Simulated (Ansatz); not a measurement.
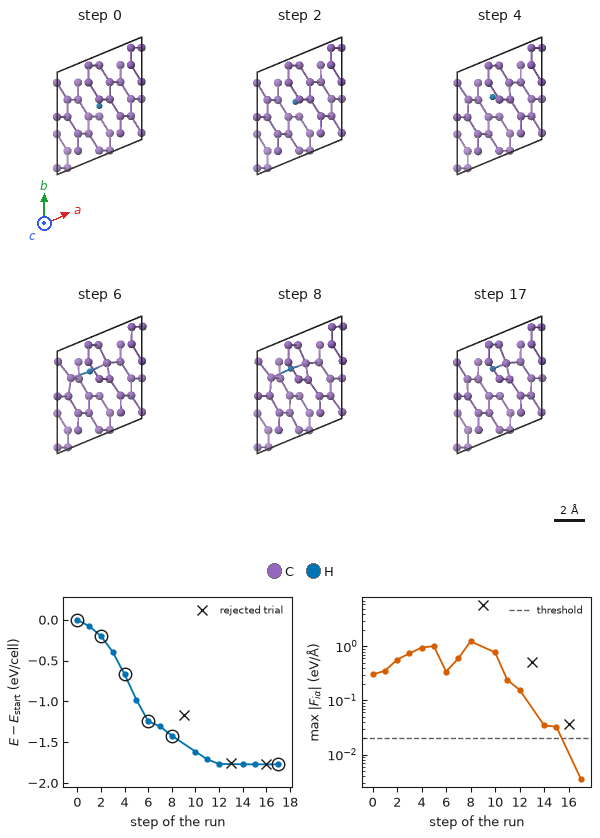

Frames of a relaxation of a defect cell of composition HC$_{32}$, marked on the history of the run. Style: ball-and-stick. Shown: the cell of the calculation, reduced to other axes (origin shifted), along the c axis. Lengths and directions refer to the drawn axes.

Case: H interstitial, charge +0, atoms relaxed. The atoms of the start lie slightly off their symmetric places, so part of the fall in energy undoes that.

Level of theory: DFT PBE+D3(BJ), scalar-relativistic, plane waves, PAW (Ansatz).

Input
```yaml
crystal:
  lattice:
    - [0.0, 0.0, 7.1348525476]
    - [-4.9294762873, 4.2690516923, 3.5674262738]
    - [-4.9294762874, -4.2690516922, 3.5674262738]
  atoms:
    - { symbol: C, position: [0.375, 0.5416666667, 0.7083333333] }
    - { symbol: C, position: [0.875, 0.5416666667, 0.7083333333] }
    - { symbol: C, position: [0.25, 0.9166666667, 0.5833333333] }
    - { symbol: C, position: [0.75, 0.9166666667, 0.5833333333] }
    - { symbol: C, position: [0.125, 0.2916666667, 0.4583333333] }
    - { symbol: C, position: [0.625, 0.2916666667, 0.4583333333] }
    - { symbol: C, position: [0.0, 0.6666666667, 0.3333333333] }
    - { symbol: C, position: [0.5, 0.6666666667, 0.3333333333] }
    - { symbol: C, position: [0.375, 0.0416666667, 0.2083333333] }
    - { symbol: C, position: [0.875, 0.0416666667, 0.2083333333] }
    - { symbol: C, position: [0.25, 0.4166666667, 0.0833333333] }
    - { symbol: C, position: [0.75, 0.4166666667, 0.0833333333] }
    - { symbol: C, position: [0.125, 0.7916666667, 0.9583333333] }
    - { symbol: C, position: [0.625, 0.7916666667, 0.9583333333] }
    - { symbol: C, position: [1.0, 0.1666666667, 0.8333333333] }
    - { symbol: C, position: [0.5, 0.1666666667, 0.8333333333] }
    - { symbol: C, position: [0.5, 0.3333333333, 0.6666666667] }
    - { symbol: C, position: [0.0, 0.3333333333, 0.6666666667] }
    - { symbol: C, position: [0.375, 0.7083333333, 0.5416666667] }
    - { symbol: C, position: [0.875, 0.7083333333, 0.5416666667] }
    - { symbol: C, position: [0.25, 0.0833333333, 0.4166666667] }
    - { symbol: C, position: [0.75, 0.0833333333, 0.4166666667] }
    - { symbol: C, position: [0.125, 0.4583333333, 0.2916666667] }
    - { symbol: C, position: [0.625, 0.4583333333, 0.2916666667] }
    - { symbol: C, position: [0.5, 0.8333333333, 0.1666666667] }
    - { symbol: C, position: [0.0, 0.8333333333, 0.1666666667] }
    - { symbol: C, position: [0.375, 0.2083333333, 0.0416666667] }
    - { symbol: C, position: [0.875, 0.2083333333, 0.0416666667] }
    - { symbol: C, position: [0.25, 0.5833333333, 0.9166666667] }
    - { symbol: C, position: [0.75, 0.5833333333, 0.9166666667] }
    - { symbol: C, position: [0.125, 0.9583333333, 0.7916666667] }
    - { symbol: C, position: [0.625, 0.9583333333, 0.7916666667] }
    - { symbol: H, position: [0.2738500443, -0.0192348422, -0.003033194] }
basis:
  ecutwfc: 420
  xc_grid: 2
kpoints:
  mp_grid: { grid: [4, 4, 4], shift: [0.0, 0.0, 0.0] }
hamiltonian:
  xc: pbe
  dispersion: d3bj
scf:
  occupations: { method: gaussian, width: 0.1 }
output:
  forces: true
  stress: false
  eigenvalues: true
  write_density: true
  write_potential: true
  elf: true
  volumetric_format: npy
relax:
  adjacent_minimum: "off"
  f_tol: 0.02
  max_steps: 60
```

Launched with:
```bash
ansatz run input.yaml --threads 4 --pin off --max-ram 10240MiB --backend cpu --events-out ev --progress --plain --runs-dir out
```

Q: Describe the path.

A: The atom that moves furthest is H33 (1.28 Å roughly along [−1 3 1]). Largest moves by element: H 1.28 Å, C 0.33 Å. The cell doesn't change. Some distances before and after: C14–H33 2.131 → 1.130 Å, C14–C25 1.423 → 1.487 Å, C12–C30 1.423 → 1.405 Å, C11–C27 1.423 → 1.412 Å. New bonds form, among them: C14–H33 (2.13 → 1.13 Å). Among the angles between lasting bonds that change: C25–C14–C30 120.0° → 116.2°. After 14 accepted moves (17 points after the start) the energy has fallen by 1.770 eV per cell of the calculation. The largest force component goes from 0.3 to 0.0036 eV/Å. The line search rejected the trial steps at points 9, 13, 16 of the run. Cost: 11 min on 4 threads of Arm Neoverse V2, with other jobs on the host, peak memory 1.5 GiB. From step 0 to 2: H33 moves most (0.38 Å), energy −0.196 eV per cell of the calculation. From step 2 to 4: H33 moves most (0.40 Å), energy −0.471 eV per cell of the calculation. From step 4 to 6: H33 moves most (0.39 Å), energy −0.575 eV per cell of the calculation. From step 6 to 8: H33 moves most (0.25 Å), energy −0.176 eV per cell of the calculation. From step 8 to 17: C13 moves most (0.32 Å), energy −0.352 eV per cell of the calculation.

```tsv
step	E − E(0), meV/atom	largest force component, eV/Å	note
0	0.00	0.3027	
1	-2.30	0.3525	
2	-5.94	0.5649	
3	-11.88	0.7418	
4	-20.21	0.9450	
5	-29.58	1.0099	
6	-37.65	0.3409	
7	-39.55	0.5984	
8	-43.00	1.2346	
9	-35.34	5.7009	rejected
10	-48.91	0.7736	
11	-51.80	0.2382	
12	-53.49	0.1574	
13	-53.20	0.5121	rejected
14	-53.62	0.0346	
15	-53.65	0.0327	
16	-53.65	0.0367	rejected
17	-53.65	0.0036
```

Limits of the set-up: the periodic images lie only 7.1 Å apart, so the values are limited by the cell's size.
